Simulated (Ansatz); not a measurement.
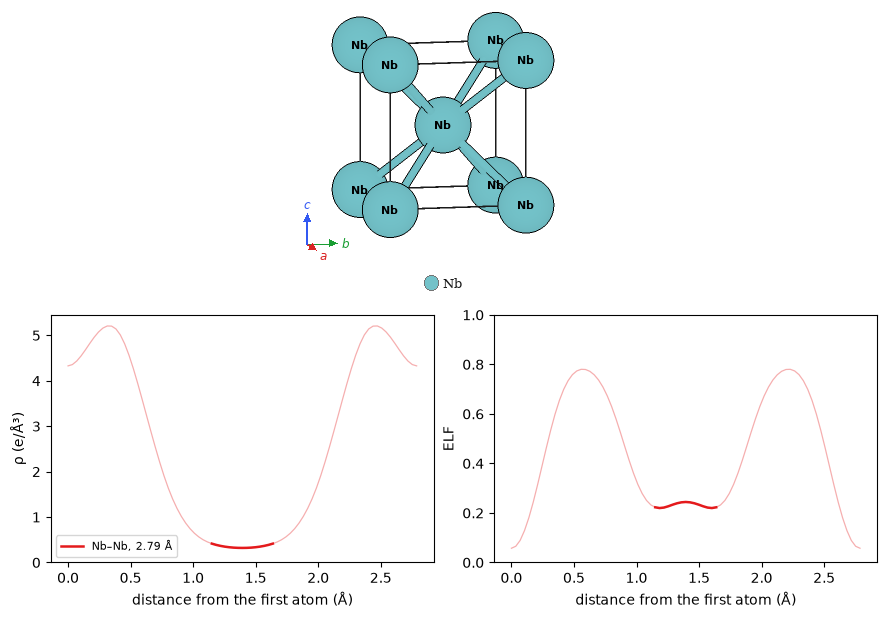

Nb. Valence charge density (pseudo) and electron localisation function along straight lines between neighbouring atoms. Thin, pale parts lie inside the atomic spheres. The structure is drawn too.

Space group I4/mmm; changed on purpose from its base cell (strain -0.050 along x and y, +0.000 along z, atoms carried along); computed pressure about 17 GPa in this cell; computed without spin polarisation.

The calculation used Ansatz, DFT PBE, scalar-relativistic, plane waves, PAW.

Core electrons are frozen (PAW), and the valence fields are smoothed inside the atomic spheres.

Q: What can be read from the curves?

A: Nb–Nb (2.79 Å): ρ at the midpoint is about 0.32 e/Å³; the ELF is about 0.25 at the midpoint (no localised pair shows between them).
